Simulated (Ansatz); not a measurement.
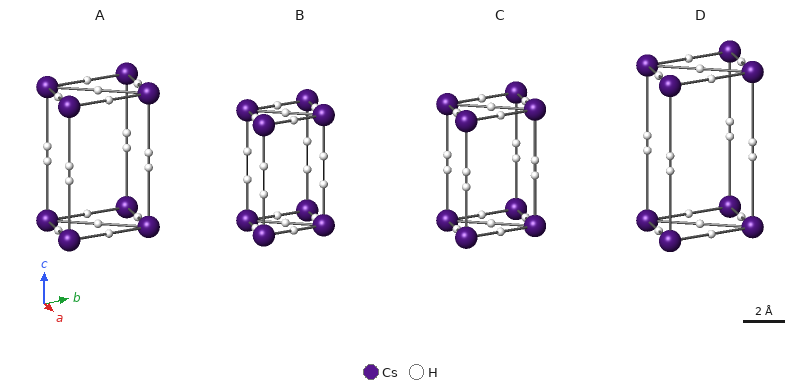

4 geometries from one relaxation of crystalline CsH5 (a generated structure, set up in P6/mmm) (coarse preliminary run), in shuffled order. The picture is a ball-and-stick view of the cell of the calculation, seen slightly off an axis.

Theory: DFT PBE, scalar-relativistic, plane waves, PAW in Ansatz 0.2.0. Settings: plane-wave cutoff 420 eV; k-point mesh 6 × 6 × 4; occupations gaussian; smearing width 0.1 eV; no spin polarisation; cell and atoms relaxed; force threshold 0.04 eV/Å; at most 70 steps.

**Order the frames from highest to lowest energy.**

B, C, A, D. They are steps 0, 4, 8, 16, at +937 meV per atom, +175 meV per atom, +63.2 meV per atom relative to the last. After 14 accepted moves (16 points after the start) the energy has fallen by 937 meV per atom. Largest force component: 3.4 eV/Å at the start, 0.021 eV/Å at the end. The pressure goes from 13.50 to 0.04 GPa. At 2 points the geometry stayed and the basis and grid were re-selected for the new cell (energy shift of 48.3 meV per atom at most each time). The largest moves relative to the cell, 0.62 Å, are those of H atoms. Cs stays in place. The volume changes by +167.6 %, with a = b 3.958 → 5.458 Å (+37.9 %), c 5.534 → 7.787 Å (+40.7 %). Some distances before and after: Cs–H 2.062 → 3.519 Å, Cs–H 1.979 → 2.729 Å, H–H 1.409 → 0.748 Å. The space group stays P6/mmm (No. 191).
